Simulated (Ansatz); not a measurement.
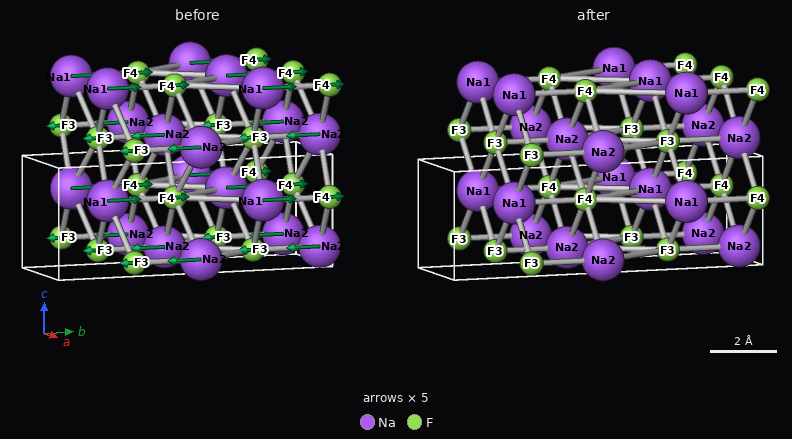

The structure of a crystal of NaF (built on the TlCl-63 type type) before (left) and after (right) a relaxation, at one scale. The green arrows give the displacements (the part carried along by the change of the cell is left out), magnified 5 times.

The picture is a ball-and-stick view of the conventional cell (2 times the calculation's cell), repeated 2 × 1 × 2 with one cell outlined, seen slightly off an axis. Lengths and directions refer to the drawn axes.

The calculation used DFT, PBEsol, plane waves, PAW in Ansatz 0.2.0. Settings: plane-wave cutoff 420 eV; k-point mesh 8 × 8 × 6; occupations fermi dirac; smearing width 0.03 eV; no spin polarisation; cell and atoms relaxed; force threshold 0.01 eV/Å; at most 120 steps.

### Summarise the run.

Over 14 accepted moves (19 points after the start) the energy falls by 74.3 meV per atom. Largest force component: 1 eV/Å at the start, 0.00043 eV/Å at the end. The pressure goes from 0.61 to 0.01 GPa. The SCF was repeated 5 times at an unchanged geometry on a basis and grid sized afresh for the cell, which shifted the energy by 2.8 meV per atom at most. The largest moves relative to the cell, 0.22 Å, are those of Na1 and Na2. Na1 goes along +b. By element the largest moves are Na 0.22 Å, F 0.10 Å. Cell: a 3.115 → 3.090 Å (−0.8 %), b 8.915 → 10.041 Å (+12.6 %), c 3.441 → 3.325 Å (−3.4 %). Volume +7.9 %. Some distances before and after: Na1–Na2 2.651 → 3.185 Å, Na1–F4 2.768 → 3.109 Å, Na1–F4 (another image) 2.169 → 2.322 Å, Na1–Na2 (another image) 3.367 → 3.234 Å. Among the angles between lasting bonds that change: Na2–F4–Na2 166.7° → 179.1°, F4–Na2–F4 166.7° → 179.1°, Na1–F4–Na2 96.6° → 89.5°. The space group stays Cmcm (No. 63).
